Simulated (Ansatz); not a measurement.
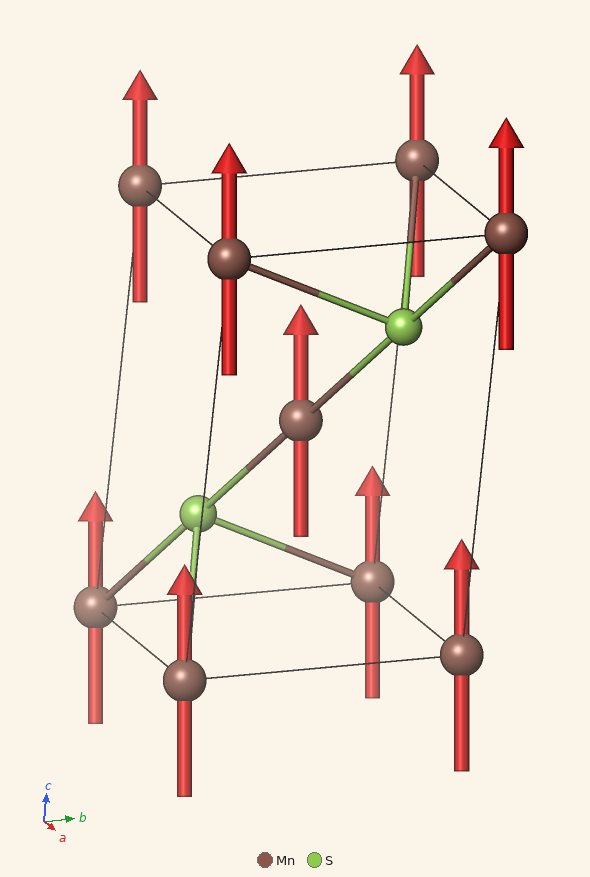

Shown here is a ball-and-stick view of the crystal, taken slightly off an axis. The cell (the run's own, in a reduced setting) is drawn as a box. Arrows are the site magnetic moments above 0.25 μB (those induced on non-metal atoms are left out); longer means larger, and red and blue are up and down (without spin-orbit coupling the axis itself is arbitrary).

This is the state reached for MnS. The calculation used Ansatz, DFT PBE, scalar-relativistic, plane waves, PAW, with 420 eV cutoff, k-points about 0.17 Å⁻¹ apart, Gaussian smearing of 0.1 eV, collinear spins.

Q: How are the moments ordered?

A: Ferromagnetic (within this cell). Site moments: 2 Mn +4.0 μB. The net spin moment of the whole cell is 9.0 μB, including what lies between the atoms and on sites without an arrow.

The structure comes from a structure listed in the Materials Project. The geometry was optimised with DFT PBE, scalar-relativistic, plane waves, PAW in Ansatz 0.2.0.
